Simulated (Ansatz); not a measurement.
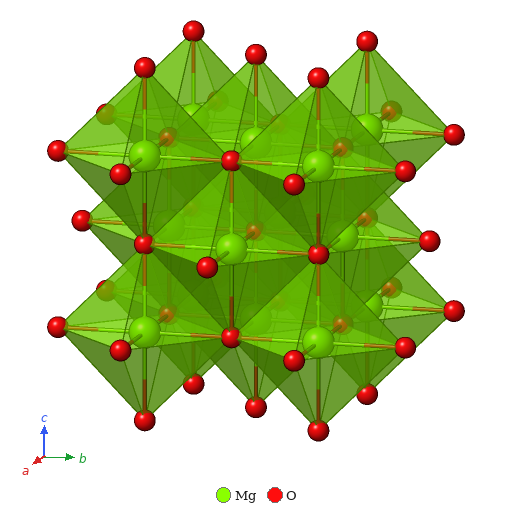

System: MgO, space group Fm-3m (No. 225). The picture shows the conventional cell.

Starting cell:
```xyz
2
Lattice="0.0000 2.0890 2.0890 2.0890 0.0000 2.0890 2.0890 2.0890 0.0000" Properties=species:S:1:pos:R:3 pbc="T T T"
Mg    0.0000    0.0000    0.0000
O     2.0890    2.0890    2.0890
```

How it was computed, with Ansatz 0.2.0: optical phonons of an insulator on the approach to the zone centre along x, y and z with the field of polar modes, imaginary frequencies are negative, field response on a mesh refined by the program; plane waves with PAW datasets. Level: PBE, no spin polarisation.

| setting | value |
| --- | --- |
| wave cutoff | 420 eV |
| k mesh | 10×10×10 |
| occupations | fixed |
| pressure | 9 GPa |

Predict the polar optical modes, transverse and longitudinal, approaching the zone centre along x.

The transverse (TO, twofold) lines lie at 415.1 and the longitudinal (LO) ones at 718.3 cm⁻¹, the same along x, y and z by the cubic symmetry.

```csv
at,frequency (cm⁻¹),degeneracy,dipole strength ((D/Å)²/amu)
x,415.1,2,18.7
x,718.3,1,9.33
```

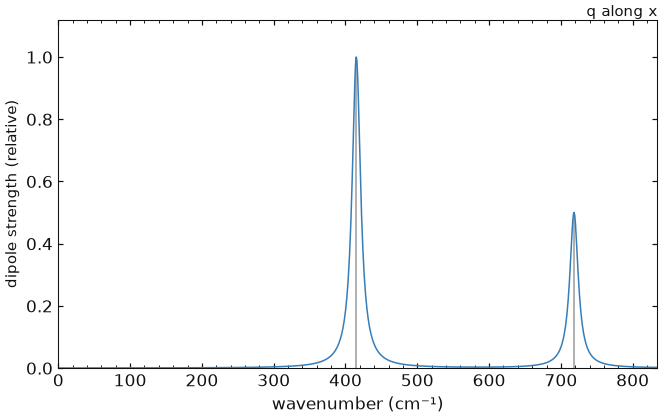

Lines are broadened by Lorentzians of 14 cm⁻¹ full width; the spectrum is scaled to its strongest line.
